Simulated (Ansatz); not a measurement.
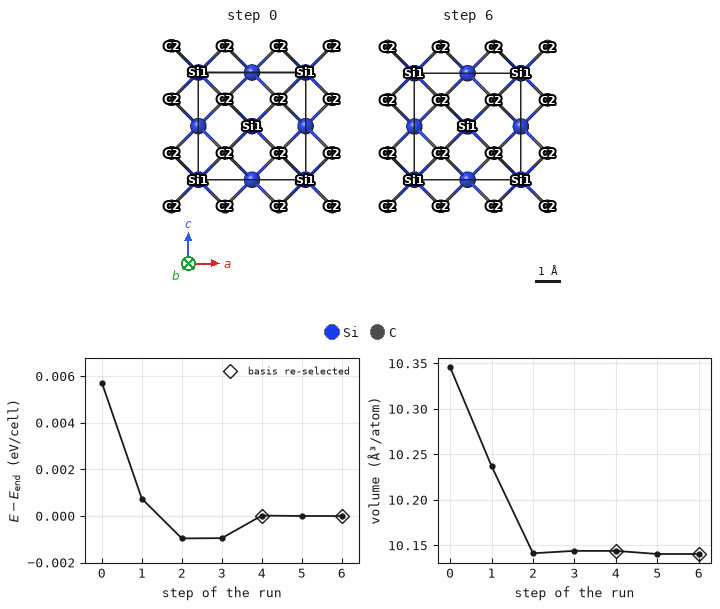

First and last geometry of a relaxation of solid SiC (set up in F-43m), with the history of the run. The picture is a ball-and-stick view of the conventional cell (4 times the calculation's cell), seen along the b axis. Lengths and directions refer to the drawn axes.

The run lets cell and atoms move.

Method: Kohn-Sham DFT of a periodic cell, LDA, Ansatz PAW in Ansatz.

Input file:
```yaml
crystal:
  lattice:
    - [0.0, 2.179, 2.179]
    - [2.179, 0.0, 2.179]
    - [2.179, 2.179, 0.0]
  atoms:
    - { symbol: Si, position: [0.0, 0.0, 0.0] }
    - { symbol: C, position: [0.75, 0.75, 0.75] }
hamiltonian:
  xc: lda
  pseudopotentials: { kind: paw }
kpoints:
  mp_grid: { grid: [10, 10, 10] }
scf:
  occupations: { method: fermi_dirac, width: 0.05 }
output:
  forces: true
  stress: true
  eigenvalues: true
  write_density: true
  write_potential: true
  elf: true
  volumetric_format: npy
relax:
  f_tol: 0.01
  max_steps: 40
  cell: { stress_tol: 0.05 }
```

Launched with:
```bash
ansatz run input.yaml --threads 2 --pin off --max-ram 5632MiB --backend cpu --events-out ev --progress --plain --runs-dir out
```

**Did the run converge, and what did it change?**

It converged. Over 4 accepted moves (6 points after the start) the energy falls by 5.7 meV per cell of the calculation. All forces vanish by symmetry, so only the cell relaxes. Pressure: −4.42 GPa at the start and 0.00 GPa at the end. The SCF was repeated twice at an unchanged geometry on a basis and grid sized afresh for the cell, which shifted the energy by 1.0 meV per cell of the calculation at most. The atoms keep their places relative to the cell (all moves are under 0.005 Å). Cell: a = b = c 4.358 → 4.329 Å (−0.7 %). Volume −2.0 %. Among the contacts that change: Si1–C2 1.887 → 1.874 Å. The space group stays F-43m (No. 216). Cost: 3.8 s on 2 threads of Arm Neoverse V2, with other jobs on the host, peak memory 0.28 GiB.

```csv
step,"E − E(0), meV/atom","pressure, GPa","volume, Å³/atom",note
0,0.00,-4.42,10.346,
1,-2.49,-2.09,10.237,
2,-3.34,0.06,10.141,
3,-3.34,0.00,10.144,
4,-2.85,-0.08,10.144,"same geometry, new basis"
5,-2.86,0.00,10.141,
6,-2.86,0.00,10.141,"same geometry, new basis"
```
